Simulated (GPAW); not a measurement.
# Optical response of CdSe (Cadmoselite), part 2 of 2

Aim: the dielectric function of CdSe (Cadmoselite), and the optical constants that follow from it. The cell comes from an older database entry, whose edges can differ from later determinations, mostly by under a per cent.

GPAW 26.7.0; DFT, PBE, plane-wave PAW (GPAW data sets), scalar-relativistic, RPA, optical limit.

So far. Step 2 (Ground state): There is a gap, 0.70 eV on this mesh (points off the mesh can give less), so no carriers' term is needed.

The database entry behind the starting cell differs from later determinations by our own check (inner coordinate of an old entry), so it need not match the best structure at ambient conditions.

**4. Dielectric function, RPA**

Local fields let the induced charge screen the field inside the cell, which as a rule lowers ε, most along directions where the density is uneven.

This step: DFT, PBE, plane-wave PAW (GPAW data sets), scalar-relativistic, RPA, optical limit (GPAW 26.7.0).

File df.py:

```python
from gpaw.response.df import DielectricFunction

df = DielectricFunction('full.gpw', frequencies={'type': 'nonlinear', 'domega0': 0.03, 'omega2': 8},
                        ecut=60,
                        eta=0.1,
                        nbands=71,
                        txt='df.txt')
for direction in ['x', 'z']:
    df.get_dielectric_function(xc='RPA', direction=direction, filename=f'df_{direction}.csv')
```

On the command line:

```
$ OMP_NUM_THREADS=1 python df.py
```

Numbers of over 12 decimals in the logs are rounded to 6 here.

The log of the run:

```text
Using integrator: PointIntegrator
NonLinearFrequencyDescriptor(from 0.000 to 45.517 eV, 453 points)
Nonperiodic BCs:  [False False False]
Using integrator: PointIntegrator
NonLinearFrequencyDescriptor(from 0.000 to 45.517 eV, 453 points)
Nonperiodic BCs:  [False False False]

Calculating chi0 body with:
    Ground state adapter containing:
    Number of spins: 1
    Number of kpoints: 405
    Number of irreducible kpoints: 50
    Number of completely occupied states: 18
    Number of partially occupied states: 18

    Linear response parametrization:
    q_c: [0.0, 0.0, 0.0]
    Number of frequency points: 453
    Planewave cutoff: 60.0
    Number of bands: 71
    Number of planewaves: 123
    Broadening (eta): 0.1

Integrating chi0 body.

Symmetries of q_c:
    Direct symmetries (Uq -> q): 6
    Indirect symmetries (TUq -> q): 6
In total 12 allowed symmetries.

50 groups of equivalent kpoints. 87.654321% reduction.

Integral kind: spectral function

Calculating chi0 optical extensions with:
    Ground state adapter containing:
    Number of spins: 1
    Number of kpoints: 405
    Number of irreducible kpoints: 50
    Number of completely occupied states: 18
    Number of partially occupied states: 18

    Linear response parametrization:
    Number of frequency points: 453
    Planewave cutoff: 60.0
    Number of bands: 71
    Number of planewaves: 123
    Broadening (eta): 0.1
Integrating chi0 head and wings.

Symmetries of q_c:
    Direct symmetries (Uq -> q): 6
    Indirect symmetries (TUq -> q): 6
In total 12 allowed symmetries.

50 groups of equivalent kpoints. 87.654321% reduction.

Integral kind: spectral function wings
```

The job ended after 40 s (1 thread of Arm Neoverse V2, shared host; peak memory 0.57 GiB).

Numbers from this step:

| Item | Value |
| --- | --- |
| electronic dielectric constant ε∞, mean over x, y and z (by symmetry where fewer were run) | 8.195 |

The Im ε has structure finer than the step of the table below, so its rows give means over 1 eV, whole bins alone (the curve runs from 0 to 21.9 eV). Peaks (eV: height): E ∥ x 0.7: 5.76, 1.6: 3.86, 3.1: 4.89, 3.8: 7.09, 4.6: 8.82, 5.1: 6.43, 6.3: 6.83; E ∥ z 0.7: 6.07, 3.6: 8.29, 4.2: 11.2, 4.6: 9.92, 5.1: 5.64, 6.4: 6.58, 7.7: 5.54.

Sum at mesh points, not converged in k; values under the direct gap are tails of Lorentzian lines. Im ε against photon energy; means over each step:

```
photon energy (eV)  E ∥ x  E ∥ z
                 1   1.87   1.96
                 2   2.24   2.22
                 3   3.49   2.88
                 4   6.11   7.78
                 5   6.06   5.50
                 6   5.65   4.96
                 7   4.85   4.76
                 8   4.05   3.97
                 9   2.36   2.21
                10   1.58   1.65
                11   1.34   1.18
                12  0.958  0.919
                13  0.747  0.763
                14  0.748  0.869
                15  0.583  0.642
                16  0.524  0.523
                17  0.460  0.433
                18  0.480  0.397
                19  0.417  0.392
                20  0.392  0.396
                21  0.403  0.431
```

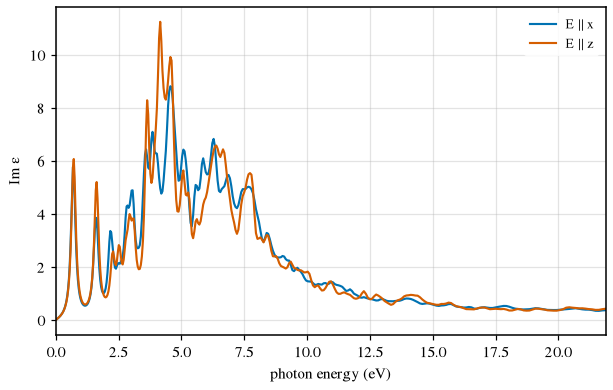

Im ε, plotted against photon energy.

The reflectivity at normal incidence has structure finer than the step of the table below, so its rows give means over 2 eV, whole bins alone (the curve runs from 0 to 21.9 eV). Peaks (eV: height): E ∥ x 3.8: 30.0, 4.6: 34.8, 5.1: 30.3, 6.3: 34.0, 7.0: 32.4, 8.1: 39.9, 8.6: 38.4; E ∥ z 3.6: 33.6, 4.7: 43.1, 6.8: 36.5, 7.9: 45.1, 8.6: 38.6, 10.2: 36.3, 11.1: 29.9.

Sum at mesh points, not converged in k. Reflectivity at normal incidence against photon energy; means over each step:

```
photon energy (eV)  E ∥ x (%)  E ∥ z (%)
                 2       22.0       21.4
                 4       27.6       30.6
                 6       27.7       26.8
                 8       34.1       33.5
                10       30.0       29.1
                12       23.4       20.3
                14       13.3       12.5
                16       8.05       9.13
                18       4.81       4.32
                20       3.41       2.82
```

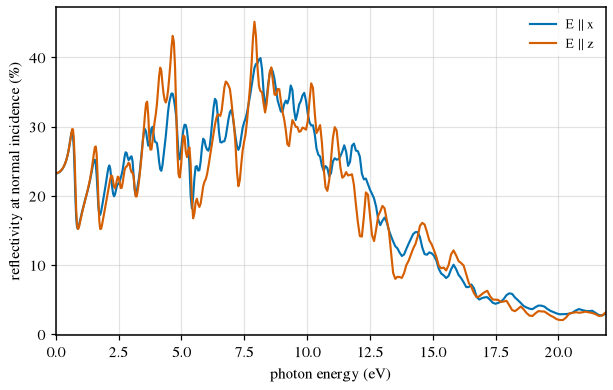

Reflectivity at normal incidence, plotted against photon energy.

The Im ε, E ∥ x has structure finer than the step of the table below, so its rows give means over 1 eV, whole bins alone (the curve runs from 0 to 21.9 eV). Peaks (eV: height): without local fields 0.7: 5.78, 1.6: 3.97, 3.0: 5.34, 3.8: 7.98, 4.5: 10.3, 5.1: 7.71, 6.2: 9.62; with local fields 0.7: 5.76, 1.6: 3.86, 3.1: 4.89, 3.8: 7.09, 4.6: 8.82, 5.1: 6.43, 6.3: 6.83.

Sum at mesh points, not converged in k; values under the direct gap are tails of Lorentzian lines. The Im ε, E ∥ x by photon energy; means over each step:

```
photon energy (eV)  without local fields  with local fields
                 1                  1.89               1.87
                 2                  2.34               2.24
                 3                  3.88               3.49
                 4                  7.12               6.11
                 5                  7.08               6.06
                 6                  7.93               5.65
                 7                  6.67               4.85
                 8                  4.10               4.05
                 9                  2.29               2.36
                10                  1.57               1.58
                11                  1.36               1.34
                12                 0.841              0.958
                13                 0.806              0.747
                14                 0.791              0.748
                15                 0.653              0.583
                16                 0.547              0.524
                17                 0.482              0.460
                18                 0.403              0.480
                19                 0.393              0.417
                20                 0.364              0.392
                21                 0.345              0.403
```

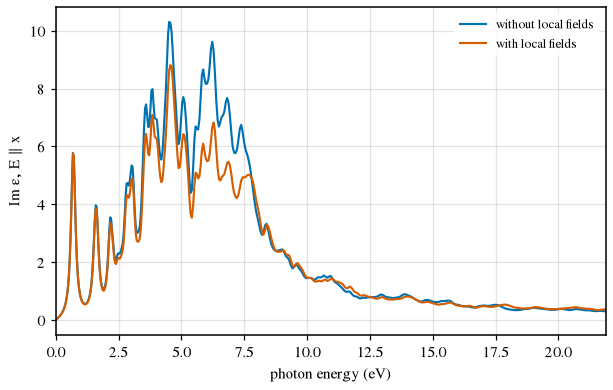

Im ε, E ∥ x against photon energy.

The loss function −Im 1/ε at q → 0 has structure finer than the step of the table below, so its rows give means over 1 eV, whole bins alone (the curve runs from 0 to 21.9 eV). Peaks (eV: height): E ∥ x 13.3: 1.39, 15.1: 1.55, 15.9: 1.51, 18.2: 1.18; E ∥ z 11.9: 1.24, 12.5: 1.28, 13.3: 1.58, 15.1: 1.54, 16.2: 1.68, 21.1: 0.828.

Sum at mesh points, not converged in k; values under the direct gap are tails of Lorentzian lines. Loss function −Im 1/ε at q → 0 against energy loss; means over each step:

```
energy loss (eV)   E ∥ x   E ∥ z
               1  0.0357  0.0369
               2  0.0444  0.0467
               3  0.0551  0.0490
               4  0.0873  0.0734
               5   0.154   0.188
               6   0.154   0.160
               7   0.205   0.215
               8   0.230   0.237
               9   0.356   0.392
              10   0.540   0.521
              11   0.698   0.789
              12   0.984    1.07
              13    1.32    1.28
              14    1.28    1.02
              15    1.47    1.43
              16    1.38    1.53
              17    1.13    1.20
              18    1.07   0.991
              19   0.941   0.818
              20   0.815   0.700
              21   0.850   0.802
```

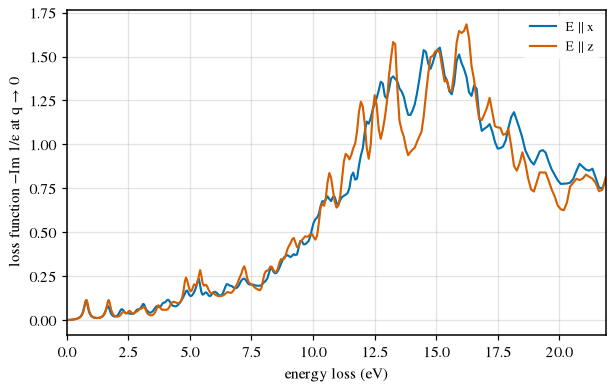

Loss function −Im 1/ε at q → 0 against energy loss.

Optical constants at common wavelengths, from n + ik = √ε:

```
wavelength (nm)   n x    k x  R (%) x   1/α x   n z    k z  R (%) z   1/α z
           1064  2.57  0.106     19.4  803 nm  2.56  0.115     19.3  739 nm
            633  2.67  0.206     21.0  244 nm  2.47  0.175     18.2  288 nm
            532  2.54  0.420     20.0  101 nm  2.62  0.438     21.2   97 nm
            450  2.94  0.591     25.9   61 nm  2.81  0.493     23.9   73 nm
            405  2.60  0.934     24.8   35 nm  2.64  0.724     23.3   44 nm
            308  2.47  1.268     27.6   19 nm  3.17  1.266     33.2   19 nm
            248  2.14  1.367     27.0   14 nm  1.93  1.314     25.1   15 nm
```

Below the direct gap, k and the depth come from the tails of the Lorentzian lines, not from transitions.

Rows near the edge hang on the gap, which this functional as a rule makes too small, and phonon-assisted absorption is left out.

**5. Results**

```json
{"electronic dielectric constant ε∞, mean over x, y and z (by symmetry where fewer were run) (RPA)": "8.19"}
```

In words: At this level (PBE, RPA) CdSe has a mean ε∞ = 8.19 and n = 2.20 at 1550 nm (E ∥ x). On the mesh the gap is 0.70 eV and the least direct gap 0.70 eV. Local fields change the static value along x from 8.99 to 8.19 (-9 %). The static values by axis are 8.19 (x), 8.21 (z). Excitons and phonon-assisted transitions are missing; PBE gaps are as a rule too small, which pulls the onset down and ε∞ up. In this version of GPAW the matrix elements of the optical limit are incomplete, which can lower ε − 1 by up to a tenth where first-row anions or d states rule, and shift it by more in d metals. The sum runs over mesh points 0.19 Å⁻¹ apart with no interpolation, so peaks are partly noise of the mesh; over so small a direct gap single mesh points weigh heavily, so ε∞, n and their changes from run to run can be far off. Besides steps told in other documents, this task had 1 run with a known fault of program or setting; those not told in a step above aren't shown.

[Machine, clock and banner lines and Python warnings are left out of the logs.]

[Logs are printed without paths, hosts, clocks, repeated set-up lines and the standing remarks that a program may print on its own settings, such as how far it seeks lower states.]

[Hosts, paths, dates, database ids (printed as entryN), source tags and the programs' standing remarks are cut or masked in the printed files.]
